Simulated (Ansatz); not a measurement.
LiCl

Input file:

```
crystal:
  lattice:
    - [4.1211263187, 0.0, 0.0]
    - [-2.0605631594, 3.5690000842, 0.0]
    - [0.0, 0.0, 6.03930295]
  atoms:
    - { symbol: Li, position: [0.6666666667, 0.3333333333, 0.876017] }
    - { symbol: Li, position: [0.3333333333, 0.6666666667, 0.376017] }
    - { symbol: Cl, position: [0.6666666667, 0.3333333333, 0.498984] }
    - { symbol: Cl, position: [0.3333333333, 0.6666666667, 0.998984] }
basis:
  ecutwfc: 420
kpoints:
  mp_grid: { grid: [9, 9, 4] }
hamiltonian:
  xc: lda
scf:
  occupations: { method: gaussian, width: 0.05 }
output:
  forces: true
  stress: true
  eigenvalues: true
  write_density: true
  write_potential: true
  elf: true
  volumetric_format: npy
```

Launched as:

```sh
ansatz run input.yaml --threads 1 --pin off --max-ram 1228MiB --backend cpu --events-out ev --progress --plain --runs-dir out
```

Below, planes, directions and counts refer to the conventional cell (a = 4.12 Å, b = 4.12 Å, c = 6.04 Å, α = 90.00°, β = 90.00°, γ = 120.00°).

Space group P6₃mc; a structure from a database of computed crystals, not necessarily the ambient phase; changed on purpose from its base cell (strain +0.050 along x and y, -0.050 along z, atoms carried along); computed pressure about −3 GPa in this cell.

Theory: Ansatz 0.2.0, DFT LDA, scalar-relativistic, plane waves, PAW.

Core electrons are frozen (PAW), and the valence fields are smoothed inside the atomic spheres.

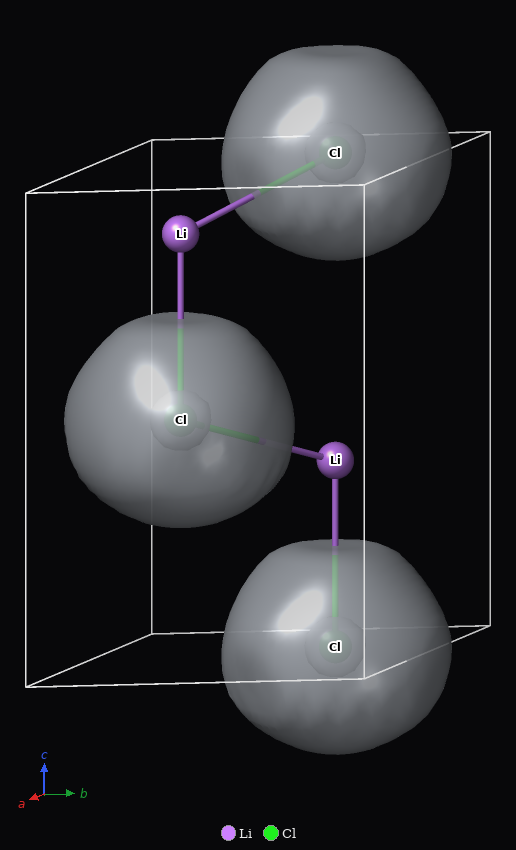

Figure 1. Isosurface of the electron localisation function at 0.65 (grey), seen slightly off an axis. Only the valence region is drawn (cores and ρ < 0.01 e/Å³ removed). Sticks mark near contacts.

Q: What do the ELF domains correspond to?

A: The ELF exceeds this value in two regions wrapped around Cl (the valence shell of each), counted in one cell of 4 atoms. Regions shared between cells count once.


Li–Cl (2.28 Å): the ELF peaks at about 0.90 in the valence shell of Cl, 0.7 Å from its nucleus, and falls to about 0 next to Li: a largely ionic contact. Li–Cl (2.49 Å): the ELF peaks at about 0.90 in the valence shell of Cl, 0.9 Å from its nucleus, and falls to about 0 next to Li; an ionic contact with no shared pair.

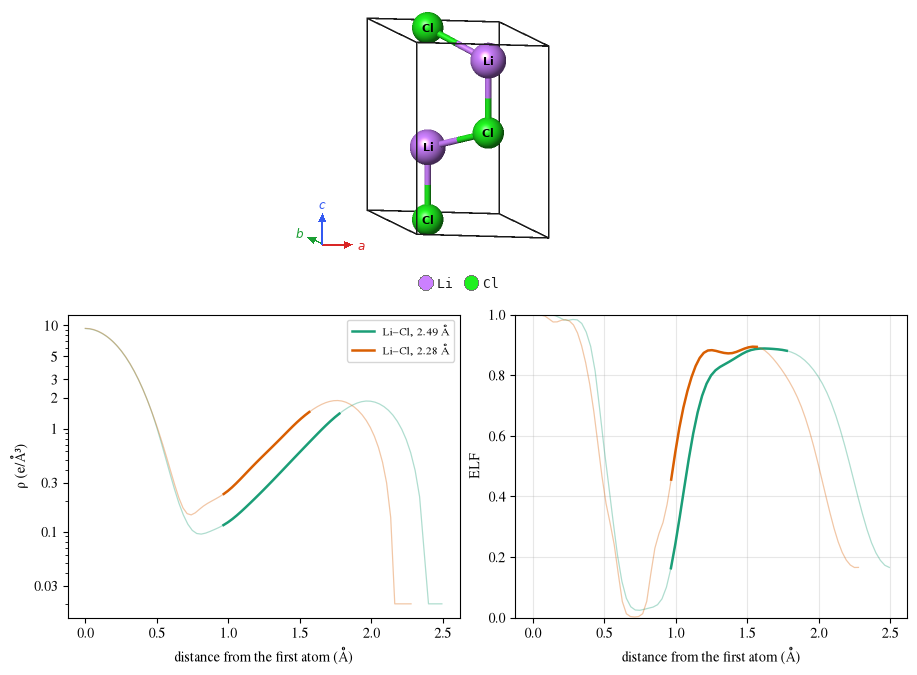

Figure 2. Valence charge density (pseudo) and ELF along straight lines between neighbouring atoms. Thin, pale parts lie inside the atomic spheres. The structure is drawn too.

Q: What kind of bonding do the profiles show?

A: Li–Cl (2.49 Å): ρ at the midpoint is about 0.25 e/Å³; the ELF peaks at about 0.90 in the valence shell of Cl, 0.9 Å from its nucleus, and falls to about 0 next to Li; an ionic contact with no shared pair.
Li–Cl (2.28 Å): the density is about 0.39 e/Å³ at the midpoint; the ELF peaks at about 0.90 in the valence shell of Cl, 0.7 Å from its nucleus, and falls to about 0 next to Li: an ionic contact with no shared pair.

Q: Does the calculation give a band gap?

A: It is gapped, with a Kohn–Sham gap of 5.3 eV on the k-point mesh, an upper bound to the gap of this method.
